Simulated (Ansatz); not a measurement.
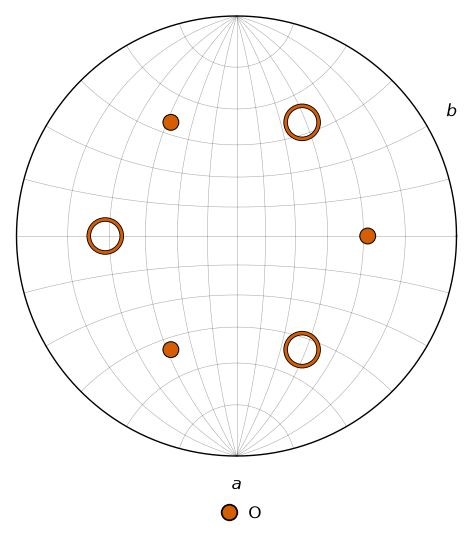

For MgO₂, the input geometry of an electronic-structure calculation (not necessarily at equilibrium): directions from one magnesium atom at (0, 0, 0) to its bonded neighbours, in stereographic projection down c (filled: above the plane of the page or in it, open: below). Geometry calculated from the standardised cell; symmetry tolerance 0.002 Å.

Neighbours are counted up to 2.53 Å for O.

```
Mg O
1.0
     3.20952    0.00000    0.00000
    -1.60476    2.77953    0.00000
     0.00000    0.00000   10.48194
Mg O
3 6
Direct
  0.00000 0.00000 0.00000
  0.66667 0.33333 0.33333
  0.33333 0.66667 0.66667
  0.66667 0.33333 0.76212
  0.66667 0.33333 0.90455
  0.33333 0.66667 0.09545
  0.33333 0.66667 0.23788
  0.00000 0.00000 0.42879
  0.00000 0.00000 0.57121
```

**How many neighbours are there, and at what angles?**

6: 6 O at 2.11 Å. Angles between bonds: 81° (6×), 99° (6×), 180° (3×).

**What is the site's symmetry in the crystal?**

Point group -3m (D3d), order 12: one threefold axis, three twofold axes, three mirror planes, an inversion centre. In No. 166, R-3m, hexagonal axes this is Wyckoff position 3a.
